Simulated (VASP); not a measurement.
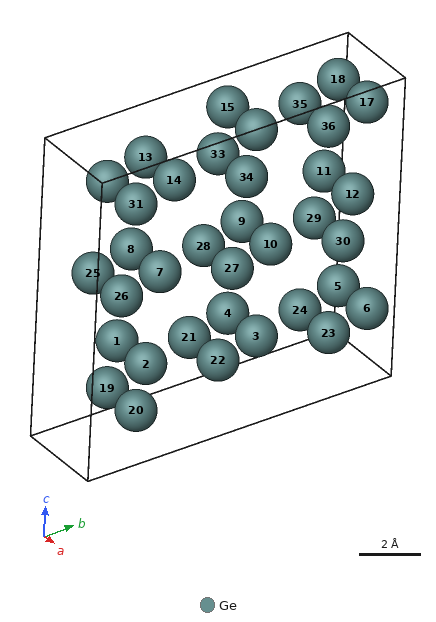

The input geometry (spheres-only view of the reduced cell, seen slightly off an axis; atoms are numbered from 1 in the order of the input). An atom can appear more than once, as a periodic image.

**Single-point calculation of Ge (part 1 of 4)**

The run: single-point calculation of Ge (Fd-3m, 36 atoms in the cell). Method and program: Kohn-Sham DFT of a periodic cell, PBEsol, VASP PAW PBE potentials, recommended, no spin polarisation (VASP 6.6.1).

The structure derives from an entry of the Crystallography Open Database. It belongs to a series of runs on one base structure; here: grid = ENCUT=350 dk=0.45 cell=3x3x2 ISMEAR=0 SIGMA=0.02 LREAL=Auto EDIFF=1e-06.

OSZICAR:
```
N       E                     dE             d eps       ncg     rms          rms(c)
DAV:   1     0.833215691059E+04    0.83322E+04   -0.16960E+05  3360   0.437E+03
DAV:   2     0.186514567445E+04   -0.64670E+04   -0.63895E+04  3168   0.107E+03
DAV:   3     0.125624994929E+03   -0.17395E+04   -0.17161E+04  3312   0.305E+02
DAV:   4    -0.160727435800E+03   -0.28635E+03   -0.27857E+03  3568   0.117E+02
DAV:   5    -0.178981328886E+03   -0.18254E+02   -0.18053E+02  3400   0.303E+01    0.148E+01
RMM:   6    -0.177542513881E+03    0.14388E+01   -0.59192E+00  3690   0.602E+00    0.824E+00
RMM:   7    -0.176808384236E+03    0.73413E+00   -0.31981E+00  3798   0.419E+00    0.916E-01
RMM:   8    -0.176909415418E+03   -0.10103E+00   -0.93162E-01  3921   0.208E+00    0.602E-01
RMM:   9    -0.176927904094E+03   -0.18489E-01   -0.16778E-01  4960   0.883E-01    0.544E-01
RMM:  10    -0.176930263985E+03   -0.23599E-02   -0.20180E-02  4880   0.213E-01    0.156E-01
RMM:  11    -0.176930506455E+03   -0.24247E-03   -0.85707E-03  3930   0.263E-01    0.311E-02
RMM:  12    -0.176931435292E+03   -0.92884E-03   -0.63086E-03  4849   0.472E-02    0.528E-02
RMM:  13    -0.176932026046E+03   -0.59075E-03   -0.55268E-03  4120   0.311E-02    0.398E-02
RMM:  14    -0.176932627093E+03   -0.60105E-03   -0.54687E-03  3357   0.134E-02    0.346E-02
RMM:  15    -0.176932991195E+03   -0.36410E-03   -0.34749E-03  2888   0.681E-03    0.406E-02
RMM:  16    -0.176933293788E+03   -0.30259E-03   -0.30023E-03  2717   0.896E-03    0.332E-02
RMM:  17    -0.176933473672E+03   -0.17988E-03   -0.18261E-03  3813   0.139E-02    0.193E-02
RMM:  18    -0.176933618849E+03   -0.14518E-03   -0.14405E-03  1847   0.317E-03    0.203E-02
RMM:  19    -0.176933711296E+03   -0.92447E-04   -0.92153E-04  1905   0.291E-03    0.238E-02
RMM:  20    -0.176933785669E+03   -0.74373E-04   -0.74347E-04  1906   0.402E-03    0.209E-02
RMM:  21    -0.176933837791E+03   -0.52122E-04   -0.51946E-04  2203   0.553E-03    0.156E-02
RMM:  22    -0.176933881742E+03   -0.43950E-04   -0.41732E-04  2651   0.679E-03    0.632E-03
RMM:  23    -0.176933914507E+03   -0.32766E-04   -0.30579E-04  1819   0.467E-03    0.232E-03
RMM:  24    -0.176933941030E+03   -0.26523E-04   -0.23955E-04  1831   0.364E-03    0.569E-03
RMM:  25    -0.176933959936E+03   -0.18907E-04   -0.18208E-04  1850   0.178E-03    0.729E-03
RMM:  26    -0.176933975612E+03   -0.15676E-04   -0.14047E-04  1854   0.236E-03    0.101E-02
RMM:  27    -0.176933986770E+03   -0.11158E-04   -0.10968E-04  1988   0.194E-03    0.104E-02
RMM:  28    -0.176933994742E+03   -0.79719E-05   -0.83883E-05   823   0.151E-03    0.968E-03
RMM:  29    -0.176934000073E+03   -0.53312E-05   -0.65834E-05  1262   0.189E-03    0.803E-03
RMM:  30    -0.176934004637E+03   -0.45645E-05   -0.51328E-05  2002   0.260E-03    0.740E-03
RMM:  31    -0.176934007034E+03   -0.23961E-05   -0.40528E-05  1991   0.219E-03    0.481E-03
RMM:  32    -0.176934008451E+03   -0.14171E-05   -0.30774E-05  1898   0.215E-03    0.206E-03
RMM:  33    -0.176934010362E+03   -0.19117E-05   -0.24176E-05   749   0.114E-03    0.124E-03
RMM:  34    -0.176934012092E+03   -0.17298E-05   -0.19019E-05  1089   0.149E-03    0.103E-03
RMM:  35    -0.176934013408E+03   -0.13161E-05   -0.14714E-05   852   0.133E-03    0.693E-04
RMM:  36    -0.176934014349E+03   -0.94110E-06   -0.11512E-05  1202   0.166E-03    0.389E-04
RMM:  37    -0.176934015187E+03   -0.83775E-06   -0.94672E-06   749   0.171E-03
   1 F= -.17693402E+03 E0= -.17693254E+03  d E =-.296023E-02
```

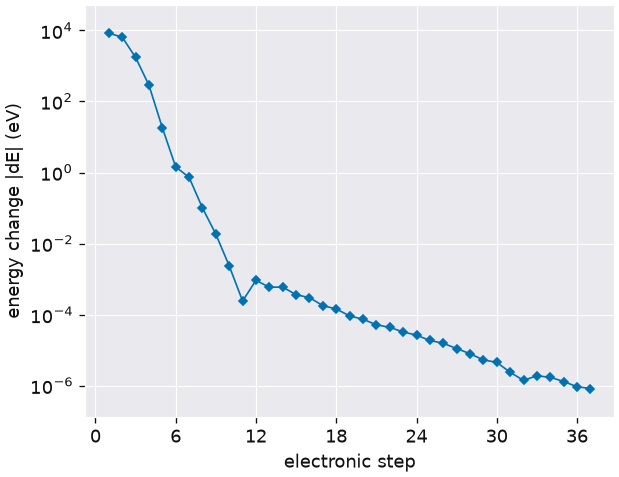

Convergence of the self-consistent field: energy change |dE| against the electronic step. It takes 37 electronic steps.

Parts of OUTCAR:
```
PREC = Accurate
   ENCUT = 350
   EDIFF = 1E-6
   ISMEAR = 0
   LREAL = Auto
   LASPH = True
   NELM = 120
   ISIF = 2
   GGA = PS

 Found      6 irreducible k-points:

 Following reciprocal coordinates:
            Coordinates               Weight
  0.000000  0.000000  0.000000      1.000000
  0.500000  0.000000  0.000000      2.000000
  0.500000  0.500000  0.000000      1.000000
  0.000000  0.000000  0.333333      2.000000
  0.500000  0.000000  0.333333      4.000000
  0.500000  0.500000  0.333333      2.000000
   k-points           NKPTS =      6   k-points in BZ     NKDIM =      6   number of bands    NBANDS=    264
   number of dos      NEDOS =    301   number of ions     NIONS =     36
   total plane-waves  NPLWV = 320000
   dimension x,y,z NGX =    80 NGY =   80 NGZ =   50
   dimension x,y,z NGXF=   160 NGYF=  160 NGZF=  100
   ions per type =              36
   NGX,Y,Z   is equivalent  to a cutoff of  11.08, 11.08, 10.39 a.u.
   NGXF,Y,Z  is equivalent  to a cutoff of  22.16, 22.16, 20.78 a.u.
 SYSTEM =  unknown system
   PREC   = accura    normal or accurate (medium, high low for compatibility)
   ISTART =      0    job   : 0-new  1-cont  2-samecut
   ICHARG =      2    charge: 1-file 2-atom 10-const
   ISPIN  =      1    spin polarized calculation?
   LNONCOLLINEAR =      F non collinear calculations
   LSORBIT =      F    spin-orbit coupling
   LASPH  =      T    aspherical Exc in radial PAW
   ENCUT  =  350.0 eV  25.72 Ry    5.07 a.u.  18.31 18.31 12.21*2*pi/ulx,y,z
   NELM   =    120;   NELMIN=  2; NELMDL= -5     # of ELM steps
   EDIFF  = 0.1E-05   stopping-criterion for ELM
   LREAL  =      T    real-space projection
   EDIFFG = 0.1E-04   stopping-criterion for IOM
   NSW    =      0    number of steps for IOM
   IBRION =     -1    ionic relax: 0-MD 1-quasi-New 2-CG
   NFREE  =      0    steps in history (QN), initial steepest desc. (CG)
   ISIF   =      2    stress and relaxation
   ISYM   =      2    0-nonsym 1-usesym 2-fastsym
   POTIM  = 0.5000    time-step for ionic-motion
   TEBEG  =    0.0;   TEEND  =   0.0 temperature during run
   PSTRESS=    0.0 pullay stress
   NELECT =     504.0000    total number of electrons
   NUPDOWN=      -1.0000    fix difference up-down
   EMIN   =  10.00;   EMAX   =-10.00  energy-range for DOS
   EFERMI =   0.00;   METHOD = LEGACY
   ISMEAR =     0;   SIGMA  =   0.02  broadening in eV -4-tet -1-fermi 0-gaus
   EFERMI_NEDOS =   21; number of points for ismear=-14 and -15
   IALGO  =     68    algorithm
   IMIX   =      4    mixing-type and parameters
     AMIX     =   0.40;   BMIX     =  1.00
     AMIX_MAG =   1.60;   BMIX_MAG =  1.00
  volume/ion in A,a.u.               =      22.64       152.78
  Fermi-wavevector in a.u.,A,eV,Ry     =   1.394756  2.635708 26.468033  1.945346
  Thomas-Fermi vector in A             =   2.518275
   LORBIT       =      0    0 simple, 1 ext, 2 COOP (PROOUT), +10 PAW based schemes
   GGA     = PS    functional components
   LHFCALC =     F    Hartree Fock is set to
   AEXX    =    0.0000 exact exchange contribution
   IVDW    =     0    specifies the selected vdW correction
   LEPSILON=     F    determine dielectric tensor
   LRPA    =     F    only Hartree local field effects (RPA)
 non-spin polarized calculation
 RMM-DIIS sequential band-by-band and
 Gauss-broadening in eV      SIGMA  =   0.02
  energy-cutoff  :      350.00
  volume of cell :      815.00
 maximum number of plane-waves:     12144
 NGX is ok and might be reduce to    80
   NGX = 37   NGY = 37   NGZ = 25

 number of electron     504.0000021 magnetization

 Free energy of the ion-electron system (eV)
  ---------------------------------------------------
  ext. energy  EPLUGINS =         0.00000000
  ---------------------------------------------------
  free energy    TOTEN  =      -176.93401519 eV

  energy without entropy =     -176.93105496  energy(sigma->0) =     -176.93253507

 E-fermi :   4.8789     XC(G=0): -10.1225     alpha+bet :-10.4155

 val. band max:        4.8705531004   @ k =   0.0000   0.0000   0.0000
 cond. band min:       4.9919488159   @ k =   0.5000   0.5000   0.0000
 fundamental gap:      0.1213957155
 Fermi energy:         4.8788859793

 k-point     1 :       0.0000    0.0000    0.0000
  band No.  band energies     occupation
      1     -19.9233      2.00000
      2     -19.9233      2.00000
      3     -19.9209      2.00000
      4     -19.9209      2.00000
      5     -19.9149      2.00000
      6     -19.9149      2.00000
      7     -19.9149      2.00000
      8     -19.9149      2.00000
      9     -19.9105      2.00000
     10     -19.9105      2.00000
     11     -19.9090      2.00000
     12     -19.9090      2.00000
     13     -19.9065      2.00000
     14     -19.9065      2.00000
     15     -19.9037      2.00000
     16     -19.9037      2.00000
     17     -19.9037      2.00000
     18     -19.9037      2.00000
     19     -19.9027      2.00000
     20     -19.9027      2.00000
     21     -19.8976      2.00000
     22     -19.8976      2.00000
     23     -19.8975      2.00000
     24     -19.8975      2.00000
     25     -19.8957      2.00000
     26     -19.8957      2.00000
     27     -19.8934      2.00000
     28     -19.8934      2.00000
     29     -19.8934      2.00000
     30     -19.8934      2.00000
     31     -19.8934      2.00000
     32     -19.8934      2.00000
     33     -19.8934      2.00000
     34     -19.8934      2.00000
     35     -19.8712      2.00000
     36     -19.8712      2.00000
     37     -19.8712      2.00000
     38     -19.8666      2.00000
     39     -19.8666      2.00000
     40     -19.8580      2.00000
     41     -19.8580      2.00000
     42     -19.8580      2.00000
     43     -19.8580      2.00000
     44     -19.8534      2.00000
     45     -19.8348      2.00000
     46     -19.8348      2.00000
     47     -19.8327      2.00000
     48     -19.8327      2.00000
     49     -19.8324      2.00000
     50     -19.8324      2.00000
     51     -19.8324      2.00000
     52     -19.8324      2.00000
     53     -19.8167      2.00000
     54     -19.8167      2.00000
     55     -19.8097      2.00000
     56     -19.8097      2.00000
     57     -19.7981      2.00000
     58     -19.7981      2.00000
     59     -19.7981      2.00000
     60     -19.7981      2.00000
     61     -19.7981      2.00000
     62     -19.7981      2.00000
     63     -19.7981      2.00000
     64     -19.7981      2.00000
     65     -19.7927      2.00000
     66     -19.7927      2.00000
     67     -19.7911      2.00000
     68     -19.7911      2.00000
     69     -19.7762      2.00000
     70     -19.7762      2.00000
     71     -19.7713      2.00000
     72     -19.7713      2.00000
     73     -19.7674      2.00000
     74     -19.7674      2.00000
     75     -19.7674      2.00000
     76     -19.7674      2.00000
     77     -19.7593      2.00000
     78     -19.7593      2.00000
     79     -19.7498      2.00000
     80     -19.7498      2.00000
     81     -19.7498      2.00000
     82     -19.7498      2.00000
     83     -19.7487      2.00000
     84     -19.7487      2.00000
     85     -19.7459      2.00000
     86     -19.7459      2.00000
     87     -19.7397      2.00000
     88     -19.7397      2.00000
     89     -19.7365      2.00000
     90     -19.7365      2.00000
     91     -19.7303      2.00000
     92     -19.7303      2.00000
     93     -19.7284      2.00000
     94     -19.7284      2.00000
     95     -19.7262      2.00000
     96     -19.7262      2.00000
     97     -19.7100      2.00000
     98     -19.7100      2.00000
     99     -19.7100      2.00000
    100     -19.7100      2.00000
    101     -19.7064      2.00000
    102     -19.7064      2.00000
    103     -19.6946      2.00000
    104     -19.6946      2.00000
    105     -19.6909      2.00000
    106     -19.6909      2.00000
    107     -19.6909      2.00000
    108     -19.6909      2.00000
    109     -19.6808      2.00000
    110     -19.6807      2.00000
    111     -19.6679      2.00000
    112     -19.6679      2.00000
    113     -19.6644      2.00000
    114     -19.6644      2.00000
    115     -19.6633      2.00000
    116     -19.6633      2.00000
    117     -19.6626      2.00000
    118     -19.6626      2.00000
    119     -19.6572      2.00000
    120     -19.6572      2.00000
    121     -19.6571      2.00000
    122     -19.6571      2.00000
    123     -19.6540      2.00000
    124     -19.6540      2.00000
    125     -19.6540      2.00000
    126     -19.6540      2.00000
    127     -19.6539      2.00000
    128     -19.6539      2.00000
    129     -19.6539      2.00000
    130     -19.6539      2.00000
    131     -19.6468      2.00000
    132     -19.6468      2.00000
    133     -19.6467      2.00000
    134     -19.6467      2.00000
    135     -19.6435      2.00000
    136     -19.6382      2.00000
    137     -19.6382      2.00000
    138     -19.6382      2.00000
    139     -19.6382      2.00000
    140     -19.6226      2.00000
    141     -19.6226      2.00000
    142     -19.6226      2.00000
    143     -19.6101      2.00000
    144     -19.6101      2.00000
    145     -19.6089      2.00000
    146     -19.6089      2.00000
    147     -19.5844      2.00000
    148     -19.5844      2.00000
    149     -19.5844      2.00000
    150     -19.5844      2.00000
    151     -19.5844      2.00000
    152     -19.5844      2.00000
    153     -19.5844      2.00000
    154     -19.5844      2.00000
    155     -19.5816      2.00000
    156     -19.5816      2.00000
    157     -19.5805      2.00000
    158     -19.5805      2.00000
    159     -19.5805      2.00000
    160     -19.5805      2.00000
    161     -19.5724      2.00000
    162     -19.5724      2.00000
    163     -19.5704      2.00000
    164     -19.5704      2.00000
    165     -19.5704      2.00000
    166     -19.5704      2.00000
    167     -19.5697      2.00000
    168     -19.5697      2.00000
    169     -19.5670      2.00000
    170     -19.5670      2.00000
    171     -19.5642      2.00000
    172     -19.5642      2.00000
    173     -19.5601      2.00000
    174     -19.5601      2.00000
    175     -19.5601      2.00000
    176     -19.5601      2.00000
    177     -19.5546      2.00000
    178     -19.5546      2.00000
    179     -19.5523      2.00000
    180     -19.5523      2.00000
    181      -7.9276      2.00000
    182      -6.6544      2.00000
    183      -6.6544      2.00000
    184      -6.6544      2.00000
    185      -6.6544      2.00000
    186      -6.1431      2.00000
    187      -6.1431      2.00000
    188      -5.9892      2.00000
    189      -5.9892      2.00000
    190      -5.8285      2.00000
    191      -5.0693      2.00000
    192      -5.0693      2.00000
    193      -5.0693      2.00000
    194      -5.0693      2.00000
    195      -4.9342      2.00000
    196      -4.9342      2.00000
    197      -4.9290      2.00000
    198      -4.9290      2.00000
    199      -3.0119      2.00000
    200      -3.0119      2.00000
    201      -2.9805      2.00000
    202      -2.9805      2.00000
    203      -2.8351      2.00000
    204      -2.8351      2.00000
    205      -2.8351      2.00000
    206      -2.8351      2.00000
    207      -2.7579      2.00000
    208      -2.0141      2.00000
    209      -2.0140      2.00000
    210      -1.3387      2.00000
    211      -1.3387      2.00000
    212      -1.2414      2.00000
    213      -1.2414      2.00000
    214      -1.2414      2.00000
    215      -1.2414      2.00000
    216       0.3770      2.00000
    217       0.3770      2.00000
    218       0.6880      2.00000
    219       0.6880      2.00000
    220       1.0996      2.00000
    221       1.0996      2.00000
    222       1.0996      2.00000
    223       1.0996      2.00000
    224       1.5173      2.00000
    225       1.5173      2.00000
    226       1.9674      2.00000
    227       1.9674      2.00000
    228       2.0936      2.00000
    229       2.0936      2.00000
    230       2.0936      2.00000
    231       2.0936      2.00000
    232       2.2512      2.00000
    233       2.2512      2.00000
    234       2.2512      2.00000
    235       2.2512      2.00000
    236       2.5471      2.00000
    237       2.5471      2.00000
    238       3.3831      2.00000
    239       3.3831      2.00000
    240       3.4607      2.00000
    241       3.4607      2.00000
    242       3.6988      2.00000
    243       3.6988      2.00000
    244       3.6988      2.00000
    245       3.6988      2.00000
    246       3.6988      2.00000
    247       3.6988      2.00000
    248       3.6988      2.00000
    249       3.6988      2.00000
    250       4.8652      1.66611
    251       4.8705      1.44520
    252       4.8706      1.44440
    253       4.8706      1.44429
    254       4.9920      0.00000
    255       5.2213      0.00000
    256       5.2213      0.00000
    257       5.2213      0.00000
    258       5.2214      0.00000
    259       5.4482      0.00000
    260       5.4491      0.00000
    261       5.8349      0.00000
    262       5.8349      0.00000
    263       5.8492      0.00000
    264       6.2270      0.00000
```
